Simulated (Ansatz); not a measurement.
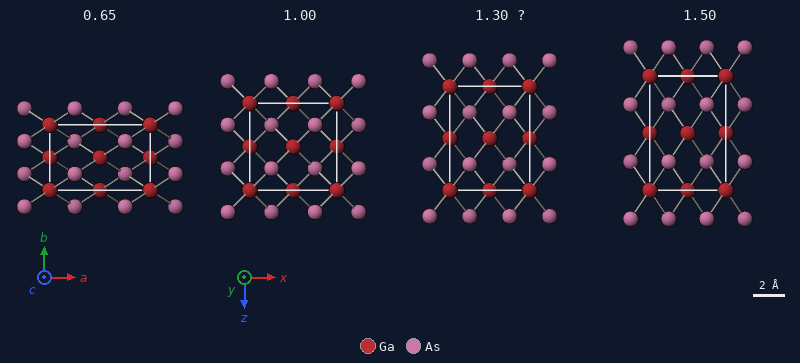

Energy scan for crystalline GaAs (F-43m), in which the ratio of the cell's length along z to its lengths across, counted as 1 for the reference, is changed at fixed volume (a tetragonal or Bain path), with the atoms kept at their fractional coordinates. x, y and z are the Cartesian axes of the input. The picture is a ball-and-stick view of the conventional cell (4 times the calculation's cell), seen along the c axis. Lengths and directions refer to the drawn axes.

All numbers below come from Ansatz, DFT PBE, scalar-relativistic, plane waves, PAW. Set-up: plane-wave cutoff 420 eV; k-point mesh 12 × 12 × 12; occupations gaussian; smearing width 0.05 eV; no spin polarisation. Energies (free energies at the smearing named) are counted from the cell as listed in its source, which wasn't relaxed.

```csv
axial ratio over its reference value,energy change (meV/atom)
0.650,256
0.707,192
0.780,118
0.850,58
0.920,17
0.960,4
1.000,0
1.050,7
1.100,28
1.200,112
1.300,?
1.414,404
1.500,507
```

> Fill in the missing row.

A straight line between the two neighbours gives 248 meV/atom. A cubic through the four nearest rows (1.100, 1.200, 1.414, 1.500) gives, with Lagrange weights, (−0.1815)(28) + (0.7103)(112) + (0.6922)(404) + (−0.2209)(507) = 242 meV/atom. The calculation gives 242 meV/atom, so the cubic is right to the digits shown and the straight line 6 meV/atom too high, as the curve bends upwards here.

The whole profile:

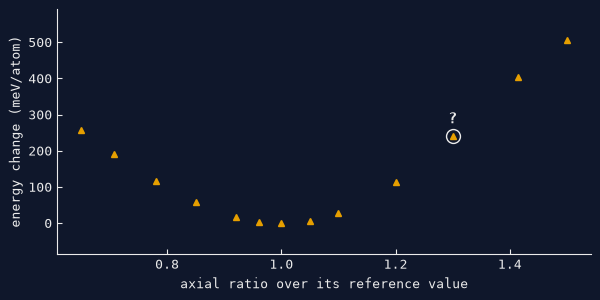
